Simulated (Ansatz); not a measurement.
# Single-point calculation of CoO (part 2 of 2)

Continued. System: CoO (2 atoms in the cell). Method: DFT PBE+U+J, spin-orbit coupling, plane waves, PAW, U = 3 eV, J = 0.7 eV on Co atom 1 d (Ansatz 0.2.0); cutoff 420 eV, 9×9×9 k-mesh, Gaussian smearing of 0.05 eV. The structure derives from an entry of the Crystallography Open Database. It belongs to a series of runs on one base structure; here: from atoms, default search.

Geometry of the input (Å; fractional positions):
```
-1.5080  1.5080  2.1073
1.5080  -1.5080  2.1073
1.5080  1.5080  -2.1073
Co 0.0000  0.0000  0.0000
O  0.5000  0.5000  0.0000
```

**The program's output, continued**
```
SCF iter   1: F=—  HF=-5692.857613 eV  |F-HF|=—  |Δ(HF+E_count)|=         —  Δρ=4.28e-1  dr2=2.84e1  dr2_m=4.09e0  ethr=3.10e-3  |M|=1.52e0 ∫|m|=1.52e0 μB  |m|>n=0.0e0 m-floor=0.0e0 τ_xc=0.0e0 mc-row=0.0e0  β_m=0.30  ⟨swp⟩=6.9  Hψ=20263  notcnv=0  defer=34
preconditioner: auto → none  [metal: Δε(μ)=0.002 eV  Ē_g=12.977 eV  σ=0.050 eV  W_gap=0.03  n_scr=8 (ndim 8)  ℏωp=32.8 eV  f_vac=0.000  D(μ)=4.32/eV (n_scr^D=64)  sad-step TF]
SCF iter   2: F=—  HF=-5691.067123 eV  |F-HF|=—  |Δ(HF+E_count)|=    1.79e0  Δρ=1.36e-1  dr2=1.68e0  dr2_m=6.56e-1  ethr=3.10e-3  |M|=3.00e0 ∫|m|=3.00e0 μB  |m|>n=0.0e0 m-floor=0.0e0 τ_xc=2.1e-4 mc-row=0.0e0  β_m=1.00  ⟨swp⟩=3.0  Hψ=9530  notcnv=0  defer=397
SCF iter   3: F=—  HF=-5690.890450 eV  |F-HF|=—  |Δ(HF+E_count)|=   1.77e-1  Δρ=7.02e-2  dr2=3.72e-1  dr2_m=7.21e-3  ethr=3.10e-3  |M|=2.99e0 ∫|m|=3.00e0 μB  |m|>n=0.0e0 m-floor=0.0e0 τ_xc=9.3e-4 mc-row=0.0e0  β_m=0.30  ⟨swp⟩=2.4  Hψ=7179  notcnv=0  defer=446
SCF iter   4: F=—  HF=-5691.142110 eV  |F-HF|=—  |Δ(HF+E_count)|=   2.52e-1  Δρ=3.12e-2  dr2=7.35e-2  dr2_m=4.28e-2  ethr=1.62e-3  |M|=2.84e0 ∫|m|=2.84e0 μB  |m|>n=0.0e0 m-floor=0.0e0 τ_xc=1.6e-3 mc-row=0.0e0  β_m=0.30  ⟨swp⟩=2.1  Hψ=6981  notcnv=0  defer=461
Mixer restart at iter 4: flushing history
spin-set hold released at iteration 4 (site moments contracting): the magnetisation degrees of freedom join the quasi-Newton model from the next iteration; the mixer history was flushed
SCF iter   5: F=—  HF=-5691.302511 eV  |F-HF|=—  |Δ(HF+E_count)|=   1.60e-1  Δρ=2.98e-2  dr2=9.97e-2  dr2_m=1.14e-2  ethr=3.19e-4  |M|=2.99e0 ∫|m|=2.99e0 μB  |m|>n=0.0e0 m-floor=0.0e0 τ_xc=2.0e-3 mc-row=0.0e0  β_m=0.39  ⟨swp⟩=2.7  Hψ=6122  notcnv=0  defer=473
SCF iter   6: F=—  HF=-5691.430256 eV  |F-HF|=—  |Δ(HF+E_count)|=   1.28e-1  Δρ=3.05e-2  dr2=6.47e-2  dr2_m=4.10e-2  ethr=3.19e-4  |M|=2.83e0 ∫|m|=2.84e0 μB  |m|>n=0.0e0 m-floor=0.0e0 τ_xc=2.8e-3 mc-row=0.0e0  β_m=0.36  ⟨swp⟩=2.4  Hψ=6770  notcnv=0  defer=473
SCF iter   7: F=—  HF=-5691.588245 eV  |F-HF|=—  |Δ(HF+E_count)|=   1.58e-1  Δρ=2.46e-2  dr2=1.87e-2  dr2_m=2.69e-2  ethr=2.81e-4  |M|=2.89e0 ∫|m|=2.89e0 μB  |m|>n=0.0e0 m-floor=0.0e0 τ_xc=4.2e-3 mc-row=0.0e0  β_m=0.35  ⟨swp⟩=2.0  Hψ=5069  notcnv=0  defer=473
SCF iter   8: F=—  HF=-5691.757543 eV  |F-HF|=—  |Δ(HF+E_count)|=   1.69e-1  Δρ=1.74e-2  dr2=9.14e-3  dr2_m=1.36e-2  ethr=8.11e-5  |M|=2.96e0 ∫|m|=2.97e0 μB  |m|>n=0.0e0 m-floor=0.0e0 τ_xc=7.9e-3 mc-row=0.0e0  β_m=0.61  ⟨swp⟩=2.8  Hψ=8242  notcnv=0  defer=477
SCF iter   9: F=—  HF=-5691.886926 eV  |F-HF|=—  |Δ(HF+E_count)|=   1.29e-1  Δρ=2.82e-2  dr2=5.59e-2  dr2_m=3.33e-2  ethr=3.98e-5  |M|=2.98e0 ∫|m|=2.99e0 μB  |m|>n=0.0e0 m-floor=0.0e0 τ_xc=1.6e-2 mc-row=0.0e0  β_m=0.82  ⟨swp⟩=2.6  Hψ=7423  notcnv=0  defer=477
SCF iter  10: F=—  HF=-5691.909953 eV  |F-HF|=—  |Δ(HF+E_count)|=   2.30e-2  Δρ=1.93e-2  dr2=1.03e-2  dr2_m=1.66e-2  ethr=3.98e-5  |M|=2.99e0 ∫|m|=2.99e0 μB  |m|>n=0.0e0 m-floor=0.0e0 τ_xc=1.3e-2 mc-row=0.0e0  β_m=0.91  ⟨swp⟩=2.0  Hψ=8323  notcnv=0  defer=477
SCF iter  11: F=—  HF=-5691.893303 eV  |F-HF|=—  |Δ(HF+E_count)|=   1.66e-2  Δρ=2.03e-2  dr2=1.11e-2  dr2_m=1.84e-2  ethr=3.98e-5  |M|=2.98e0 ∫|m|=2.99e0 μB  |m|>n=0.0e0 m-floor=0.0e0 τ_xc=1.4e-2 mc-row=0.0e0  β_m=0.46  ⟨swp⟩=2.0  Hψ=7226  notcnv=0  defer=477
SCF iter  12: F=-5692.004925 eV  HF=-5691.996701 eV  |F-HF|=8.22e-3  |Δ(HF+E_count)|=   1.03e-1  Δρ=8.55e-3  dr2=4.80e-3  dr2_m=1.80e-3  ethr=3.98e-5  |M|=2.98e0 ∫|m|=2.99e0 μB  |m|>n=0.0e0 m-floor=0.0e0 τ_xc=2.1e-2 mc-row=0.0e0  β_m=0.66  ⟨swp⟩=2.0  Hψ=8273  notcnv=0  defer=476
SCF iter  13: F=-5692.023366 eV  HF=-5692.010257 eV  |F-HF|=1.31e-2  |Δ(HF+E_count)|=   1.36e-2  Δρ=2.51e-2  dr2=2.04e-2  dr2_m=2.82e-2  ethr=2.09e-5  |M|=2.97e0 ∫|m|=2.99e0 μB  |m|>n=0.0e0 m-floor=0.0e0 τ_xc=2.5e-2 mc-row=0.0e0  β_m=0.86  ⟨swp⟩=2.2  Hψ=7341  notcnv=0  defer=476
SCF iter  14: F=-5692.022796 eV  HF=-5692.016931 eV  |F-HF|=5.86e-3  |Δ(HF+E_count)|=   6.67e-3  Δρ=1.84e-2  dr2=1.30e-2  dr2_m=1.53e-2  ethr=2.09e-5  |M|=2.97e0 ∫|m|=2.99e0 μB  |m|>n=0.0e0 m-floor=0.0e0 τ_xc=2.6e-2 mc-row=0.0e0  β_m=0.93  ⟨swp⟩=2.1  Hψ=8032  notcnv=0  defer=475
SCF iter  15: F=-5691.999563 eV  HF=-5691.947083 eV  |F-HF|=5.25e-2  |Δ(HF+E_count)|=   6.98e-2  Δρ=3.94e-2  dr2=6.51e-2  dr2_m=6.95e-2  ethr=2.09e-5  |M|=2.97e0 ∫|m|=2.98e0 μB  |m|>n=0.0e0 m-floor=0.0e0 τ_xc=2.8e-2 mc-row=0.0e0  β_m=0.97  ⟨swp⟩=2.2  Hψ=7272  notcnv=0  defer=475  recentre
SCF iter  16: F=-5692.018904 eV  HF=-5692.023464 eV  |F-HF|=4.56e-3  |Δ(HF+E_count)|=   7.64e-2  Δρ=6.91e-3  dr2=7.24e-3  dr2_m=2.19e-4  ethr=2.09e-5  |M|=2.98e0 ∫|m|=2.99e0 μB  |m|>n=0.0e0 m-floor=0.0e0 τ_xc=2.3e-2 mc-row=0.0e0  β_m=0.89  ⟨swp⟩=2.1  Hψ=8364  notcnv=0  defer=476
SCF iter  17: F=-5692.027004 eV  HF=-5692.026274 eV  |F-HF|=7.30e-4  |Δ(HF+E_count)|=   2.81e-3  Δρ=2.31e-3  dr2=2.19e-4  dr2_m=2.35e-4  ethr=2.09e-5  |M|=2.98e0 ∫|m|=2.99e0 μB  |m|>n=0.0e0 m-floor=0.0e0 τ_xc=2.3e-2 mc-row=0.0e0  β_m=0.92  ⟨swp⟩=2.0  Hψ=6098  notcnv=0  defer=476
SCF iter  18: F=-5692.028029 eV  HF=-5692.027995 eV  |F-HF|=3.41e-5  |Δ(HF+E_count)|=   1.72e-3  Δρ=5.96e-4  dr2=4.47e-5  dr2_m=2.31e-5  ethr=9.50e-7  |M|=2.98e0 ∫|m|=2.99e0 μB  |m|>n=0.0e0 m-floor=0.0e0 τ_xc=2.4e-2 mc-row=0.0e0  β_m=0.96  ⟨swp⟩=2.0  Hψ=6403  notcnv=0  defer=476
SCF iter  19: F=-5692.028210 eV  HF=-5692.028189 eV  |F-HF|=2.12e-5  |Δ(HF+E_count)|=   1.94e-4  Δρ=3.97e-4  dr2=3.98e-6  dr2_m=1.08e-5  ethr=1.94e-7  |M|=2.98e0 ∫|m|=2.99e0 μB  |m|>n=0.0e0 m-floor=0.0e0 τ_xc=2.3e-2 mc-row=0.0e0  β_m=0.98  ⟨swp⟩=2.7  Hψ=5967  notcnv=0  defer=476
SCF iter  20: F=-5692.028257 eV  HF=-5692.028278 eV  |F-HF|=2.14e-5  |Δ(HF+E_count)|=   8.96e-5  Δρ=5.50e-4  dr2=2.93e-5  dr2_m=3.36e-6  ethr=1.73e-8  |M|=2.98e0 ∫|m|=2.99e0 μB  |m|>n=0.0e0 m-floor=0.0e0 τ_xc=2.3e-2 mc-row=0.0e0  β_m=0.98  ⟨swp⟩=2.6  Hψ=6553  notcnv=0  defer=476
SCF iter  21: F=-5692.028302 eV  HF=-5692.028300 eV  |F-HF|=2.87e-6  |Δ(HF+E_count)|=   2.11e-5  Δρ=1.59e-4  dr2=1.84e-6  dr2_m=1.42e-6  ethr=1.73e-8  |M|=2.98e0 ∫|m|=2.99e0 μB  |m|>n=0.0e0 m-floor=0.0e0 τ_xc=2.3e-2 mc-row=0.0e0  β_m=0.99  ⟨swp⟩=2.2  Hψ=6428  notcnv=0  defer=476
SCF iter  22: F=-5692.028320 eV  HF=-5692.028319 eV  |F-HF|=6.91e-7  |Δ(HF+E_count)|=   1.97e-5  Δρ=9.40e-5  dr2=2.97e-7  dr2_m=5.30e-7  ethr=7.98e-9  |M|=2.98e0 ∫|m|=2.99e0 μB  |m|>n=0.0e0 m-floor=0.0e0 τ_xc=2.3e-2 mc-row=0.0e0  β_m=1.00  ⟨swp⟩=2.0  Hψ=6398  notcnv=0  defer=476
SCF iter  23: F=-5692.028325 eV  HF=-5692.028325 eV  |F-HF|=2.65e-7  |Δ(HF+E_count)|=   5.56e-6  Δρ=6.74e-5  dr2=5.53e-7  dr2_m=1.59e-7  ethr=1.29e-9  |M|=2.98e0 ∫|m|=2.99e0 μB  |m|>n=0.0e0 m-floor=0.0e0 τ_xc=2.3e-2 mc-row=0.0e0  β_m=1.00  ⟨swp⟩=2.4  Hψ=6490  notcnv=0  defer=476
SCF iter  24: F=-5692.028326 eV  HF=-5692.028325 eV  |F-HF|=3.22e-8  |Δ(HF+E_count)|=   7.10e-7  Δρ=3.06e-5  dr2=1.12e-7  dr2_m=5.67e-8  ethr=1.29e-9  |M|=2.98e0 ∫|m|=2.99e0 μB  |m|>n=0.0e0 m-floor=0.0e0 τ_xc=2.3e-2 mc-row=0.0e0  β_m=1.00  ⟨swp⟩=2.0  Hψ=6399  notcnv=0  defer=476
SCF iter  25: F=-5692.028326 eV  HF=-5692.028326 eV  |F-HF|=6.00e-8  |Δ(HF+E_count)|=   3.86e-7  Δρ=3.12e-5  dr2=1.38e-7  dr2_m=3.66e-8  ethr=4.35e-10  |M|=2.98e0 ∫|m|=2.99e0 μB  |m|>n=0.0e0 m-floor=0.0e0 τ_xc=2.3e-2 mc-row=0.0e0  β_m=1.00  ⟨swp⟩=13.6  Hψ=28138  notcnv=0
SCF iter  26: F=-5692.028326 eV  HF=-5692.028326 eV  |F-HF|=1.08e-8  |Δ(HF+E_count)|=   1.95e-7  Δρ=7.59e-6  dr2=4.06e-9  dr2_m=5.72e-9  ethr=4.35e-10  |M|=2.98e0 ∫|m|=2.99e0 μB  |m|>n=0.0e0 m-floor=0.0e0 τ_xc=2.3e-2 mc-row=0.0e0  ⟨swp⟩=5.9  Hψ=22452  notcnv=0
at 1 of the mixer's solves, the last at iteration 11, it left a direction of its history that read negative out of its fit and stepped the other way along it
SCF 1 converged in 26 iterations: F = -5692.028326 eV  dr2 = 4.06e-9
  greatest PAW one-centre occupation: 1.002 electrons in one spin orbital (limit 2), on the Co atom at site 0 (counted from 0), in its partial waves of l = 1
```

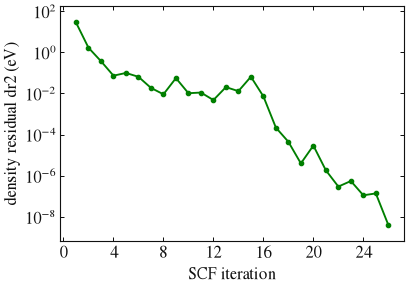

Fig. 1: Convergence of the self-consistent field: density residual dr2 against the SCF iteration. The residual falls unevenly and jumps up by a factor of two or more 4 times on the way down.

```
SCF converged after 26 iterations
Magnetization: |M| = 2.9765 μB,  M = (+2.9765, -0.0000, -0.0000) μB
Absolute magnetization: 2.9912 μB (∫|m|, with the PAW one-centre terms)
  site 0: m = (+2.5582, -0.0000, -0.0000) μB, |m| = 2.5582 μB  (R = 0.87 Å)
  site 1: m = (+0.2416, -0.0000, -0.0000) μB, |m| = 0.2416 μB  (R = 0.87 Å)
Free energy (F): -5692.028326 eV
Harris-Foulkes:  -5692.028326 eV  (|F-HF|=1.08e-8)
Internal energy: -5692.028326 eV  (E = F + TS)
E sigma→0 (E₀):  -5692.028326 eV
Fermi energy:    14.209629 eV
--- Per-component energies (eV) ---
  E_band       = -310.435299
  E_kinetic    = 617.752032
  E_local      = -3420.952429  (includes V_loc(G=0)·N_el)
  E_nonlocal   = 514.933876
  E_hartree    = 1404.565105
  E_xc         = -228.929188
  E_vxc        = -294.185350  (∫ρ·V_xc dr)
  E_hubbard    = 0.119872  (on-site DFT+U / exact-exchange correction)
  E_vhub       = -8.147679  (the Hubbard potential's part of the band-sum identity)
  E_paw        = -1677.530479  (= ΣΔE_a)
  E_vpaw       = -528.970729  (= ΣTr[D̂ρ^β])
  E_aug_tail   = 0.002470  (compensation charges beyond the density's cutoff)
  E_ewald      = -2901.989586
  E_smearing   = -0.000000  (= −TS)
  E_closure    = 0.000000  (closes the sum)
  Σ components = -5692.028326   (vs F -5692.028326, Δ=0.00e0)
--- DFT+U+J on-site energies (Liechtenstein; fll double counting; per corrected site; eV) ---
  site 0 (l=d): U=3.0000  J=0.7000  Tr N=7.2934  E_int=60.974735  E_dc=60.854862  E_U=0.119872
--- Hubbard shell moments (per corrected site; Tr N, ν in electrons; μ in μ_B) ---
  shell 0: Tr N=7.2934  μ_S=(+2.6614, -0.0000, -0.0000)  μ_L=(+0.2188, +0.0000, +0.0000)  μ=(+2.8802, +0.0000, -0.0000)  ν=0.1358 along (+1.000, +0.000, -0.000)
--- Forces (eV/Å), atoms counted from 1 ---
  atom   1  Co     0.00000000     0.00000000     0.00000000
  atom   2  O      0.00000000     0.00000000     0.00000000
  max |Σ_I F_I| component: 0.00e0 eV/Å
--- Stress (GPa, compression-positive) ---
       12.775279       0.000000       0.000000
        0.000000       7.339649       0.000000
        0.000000       0.000000      11.351192
  P = ⅓ Tr σ = 10.4887 GPa (104.887 kbar)
--- Band table (eV; the first three rows and the last of 125) ---
  k-point 0: bands = ["-83.0334", "-79.8047", "-47.2867", "-46.2721", "-45.8711", "-43.4989", "-42.8551", "-42.6046", "-5.9822", "-5.5798", "8.4832", "9.1440", "9.3559", "10.3048", "10.4215", "11.1326", "11.1866", "11.1982", "11.2278", "11.2830", "11.5700", "11.6442", "11.6619", "14.5673", "15.0532", "15.0564", "15.4226", "15.7150", "30.7213", "30.7968", "31.8011", "32.1622"]
  k-point 1: bands = ["-83.0330", "-79.8043", "-47.2889", "-46.2749", "-45.8737", "-43.5017", "-42.8588", "-42.6076", "-5.8119", "-5.4054", "8.3585", "8.4342", "9.2321", "10.0862", "10.1194", "10.3214", "10.8019", "10.8684", "11.3310", "11.3753", "11.5897", "11.7693", "12.1286", "14.6863", "15.2218", "15.6523", "16.2467", "17.0968", "28.7790", "29.2461", "30.9318", "31.0470"]
  k-point 2: bands = ["-83.0316", "-79.8026", "-47.2941", "-46.2819", "-45.8799", "-43.5086", "-42.8676", "-42.6149", "-5.4050", "-4.9662", "7.1755", "8.3198", "8.7703", "9.3019", "9.7827", "9.8635", "10.3808", "10.4375", "11.4489", "11.4743", "11.6832", "11.8643", "12.5048", "14.9290", "15.4373", "15.9934", "18.4354", "19.4535", "27.1159", "27.3469", "27.7938", "28.2597"]
  k-point 124: bands = ["-83.0286", "-79.7992", "-47.3109", "-46.2898", "-45.8953", "-43.5270", "-42.8761", "-42.6336", "-4.7355", "-4.1299", "7.3408", "7.7452", "8.8699", "8.8891", "9.3322", "9.4175", "9.6749", "10.2571", "10.8152", "10.9055", "11.1618", "11.4353", "12.4639", "15.6984", "15.9181", "16.1386", "20.2184", "21.1663", "24.0456", "24.5846", "25.1996", "25.8229"]
Occupation matrices written to [file]
--- Löwdin populations: 2 sites ---
  site symbol       q [e]
     0     Co     15.8126
     1      O      7.0611
  spilling = 0.005493 (of n_electrons = 23.000000)
--- Occupation matrices: 1 shell (run DFT+U table (all-electron-ortho-atomic); ε = 1.15e-2) ---
  Co0 d_3D: site group D4h (4/mmm)
  Co0 d_3D spinor Tr n = 7.2934  λ = 0.061 0.130 0.141 0.982 0.991 0.996 0.996 0.998 0.998 0.999  [yz 0.99 (T2g 1.00) E3/2g(0.57) | 2× xy 0.50 (Eg 0.93) E3/2g(0.56) | 7× xz 0.28 (T2g 0.70) E3/2g(0.61)]
  Tr n, λ and their labels are of the run-group-symmetrised matrices; stabiliser: 8 of 32 elements of G0×{1,Θ} (closed), max defect 1.2e-15 at τ = 2.4e-3
```

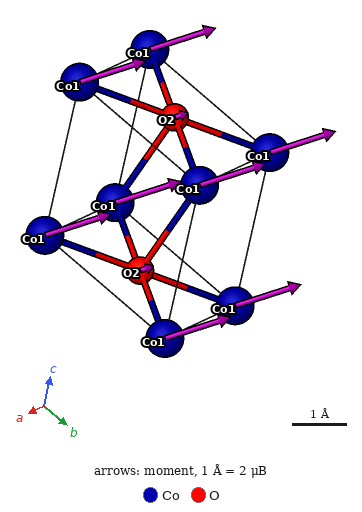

Fig. 2: Magnetic moments of the sites as pink arrows (ball-and-stick view of the cell of the calculation, seen slightly off an axis; atoms are numbered from 1 in the order of the input); small moments hardly show. Site moments: Co1 (2.60 μB); O2 (0.56 μB). They are counted near the atoms and needn't add up to the moment of the cell.

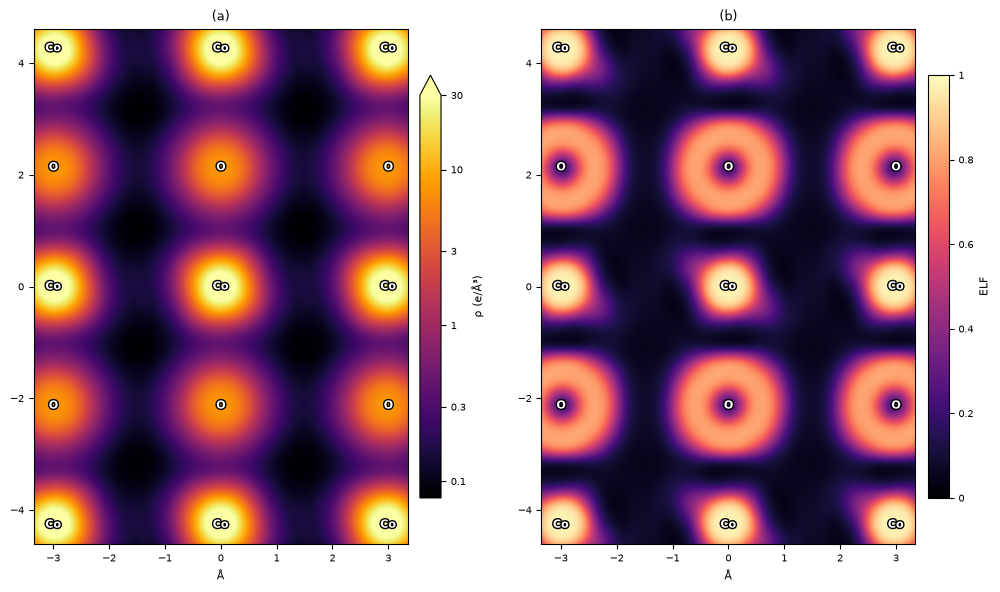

Fig. 3: (a) valence charge density (pseudo); (b) electron localisation function on the (110) plane of the calculation cell. The plane passes through Co and O nuclei. Co–O (2.13 Å): ρ at the midpoint is about 0.41 e/Å³; the ELF is about 0.10 at the midpoint. Away from the nuclei the density in this plane falls to 0.08 e/Å³ at its lowest. The strong features right at Co lie inside the PAW spheres (semicore, d or f shells) and say nothing about bonding. In a PAW calculation such maps are meaningful between the atoms, not at the nuclei.

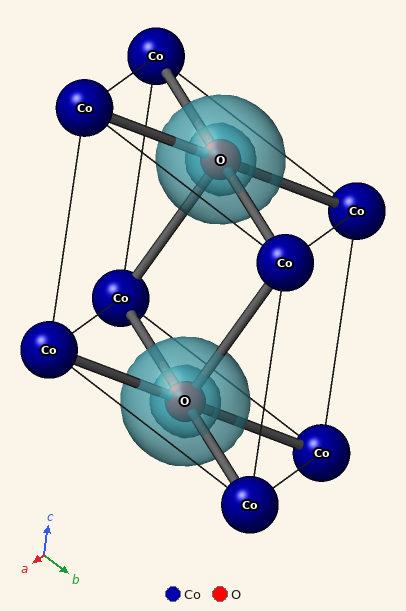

Fig. 4: Isosurface of the electron localisation function at 0.75 (cyan), seen slightly off an axis. Core shells and regions of very low density are left out. Sticks mark near contacts. The outline is the calculation cell. Profiles from the grid: Co–O (2.11 Å): the ELF is about 0.10 at the midpoint.

**Results in brief**

| quantity | value |
| --- | --- |
| outcome | converged |
| space group (tolerance 0.01 Å) | I4/mmm (139) |
| electrons treated | 23 |
| free energy | −5692.0283 eV |
| Fermi energy | 14.210 eV |
| gap on the k-point mesh | 0.72 eV |
| net moment of the cell | 2.98 μB |
| integrated absolute moment | 2.99 μB |
| pressure | 10.49 GPa |
| largest force (length of the vector) | under 0.001 eV/Å |
| wall time | 33 s (CPU time 66 s) |
| peak memory | 0.57 GiB |

**Remarks**

The program warns: the SCF threshold is looser than advised for the printed stress. The cell is under a pressure of 10.5 GPa at this level, so it is not at its equilibrium volume.
